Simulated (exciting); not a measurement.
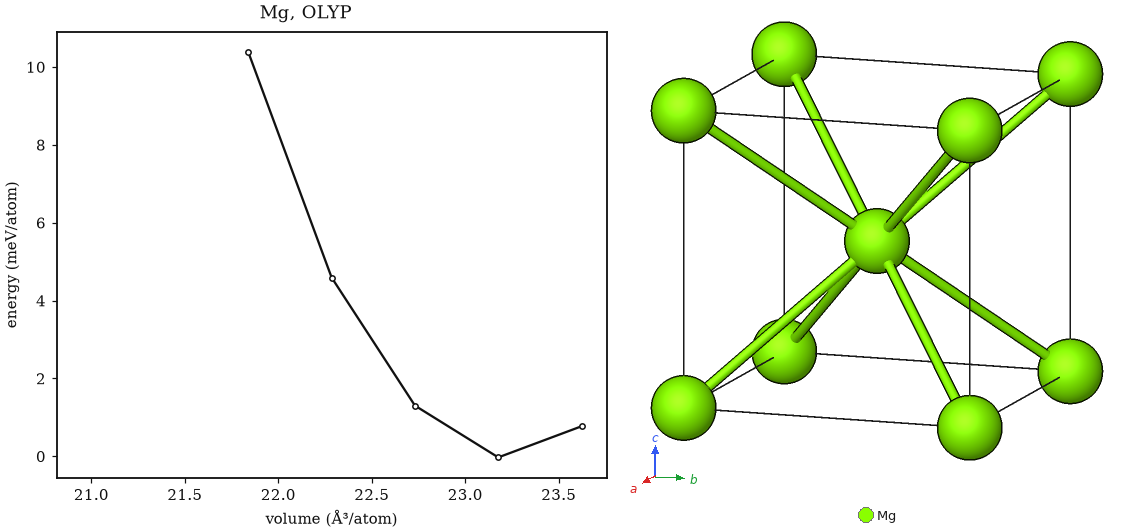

Plotted: energy against volume for Mg, space group Im-3m (No. 229). The conventional cell is drawn beside the plot.

Cell as given: a = 3.071 Å, b = 3.071 Å, c = 3.071 Å, α = 109.47°, β = 109.47°, γ = 109.47°; 1 atom.

Computed with exciting sodium: all-electron LAPW DFT, no spin polarisation; energies at scaled volumes of the given cell, shape and fractions fixed, counted from the fit's minimum, third-order Birch-Murnaghan fit. Level: OLYP.

k mesh 11×11×11; occupations Gaussian; smearing width 0.0272 eV; potentials all electron LAPW+lo, shipped species files; program settings rgkmax 7.5.

The points at volume 20.95 Å³/atom and 21.39 Å³/atom are left out of the plot. What values does the calculation give there?

| volume (Å³/atom) | energy (meV/atom) |
| --- | --- |
| 20.95 | 29.66 |
| 21.39 | 18.59 |
